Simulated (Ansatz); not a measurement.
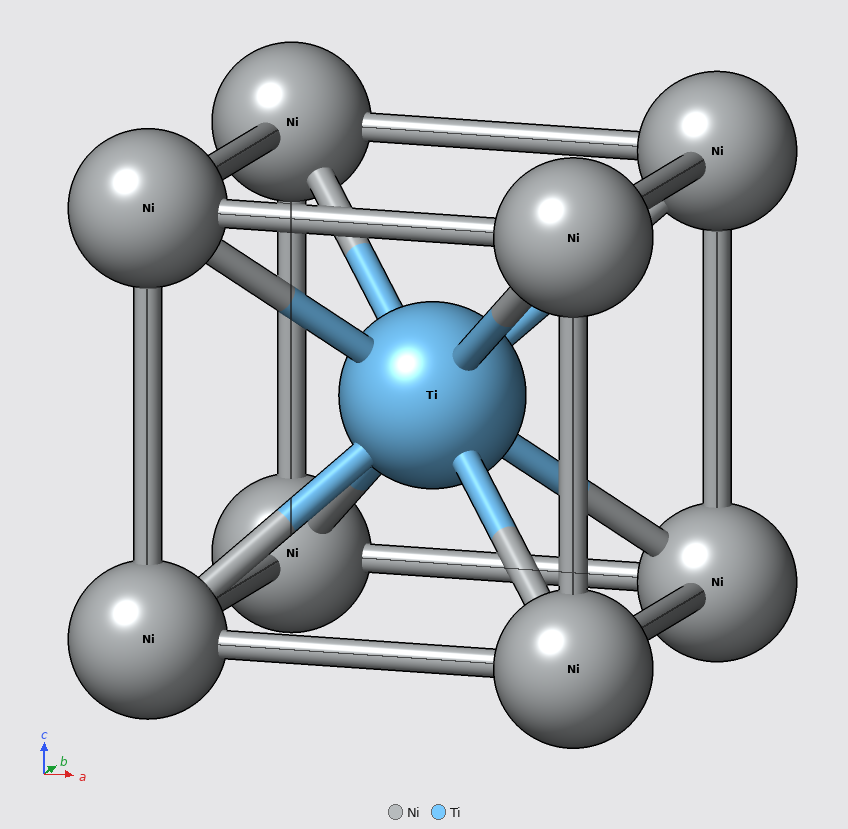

The crystal in a ball-and-stick representation, seen slightly off an axis. Thin lines show the unit cell, with boundary atoms drawn in all their periodic places. Cell: a = 3.03 Å, b = 3.03 Å, c = 2.97 Å, α = 90.00°, β = 90.00°, γ = 90.00°.

It goes back to a structure listed in the Materials Project. Earlier steps of the study may have refined or changed the cell and positions. Ansatz was used for an electronic-structure calculation on it.

**State composition, symmetry and coordination.**

It has the composition TiNi. Strictly the space group is P4/mmm (No. 123, within 0.01 Å). It is a distorted form of a primitive cubic structure, space group Pm-3m (No. 221) within 0.25 Å: caesium chloride (CsCl, B2) type. Atoms per cell: 2 (1 Ti, 1 Ni).

Level of theory and settings: DFT LDA, scalar-relativistic, plane waves, PAW (Ansatz 0.2.0), 420 eV cutoff, k-points on a 16×16×12 grid, Gaussian smearing of 0.1 eV, no spin polarisation (a spin-restricted run, not always the ground state).

**Does it come out as a metal, or with a gap?**

A metal: bands cross the Fermi level.

**What net charge does each kind of atom have (Bader)?**

Ti +1.13 e; Ni -1.13 e.

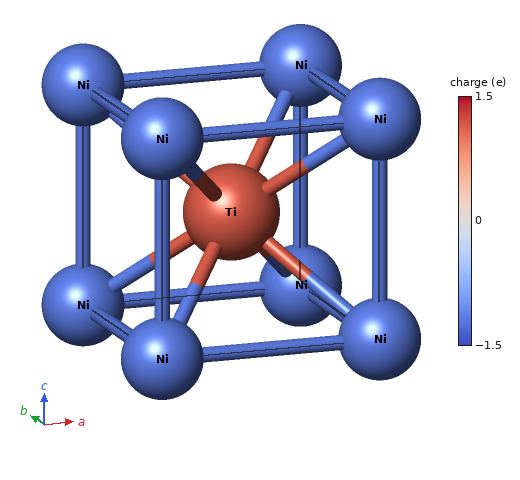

The atoms coloured by those charges. The run's cell of 2 atoms is drawn, so axes and origin can differ from the first picture.

**Is this the optimised geometry for these settings?**

No. All forces vanish to within 0.01 eV/Å. The pressure is -12.0 GPa, so the cell would contract.
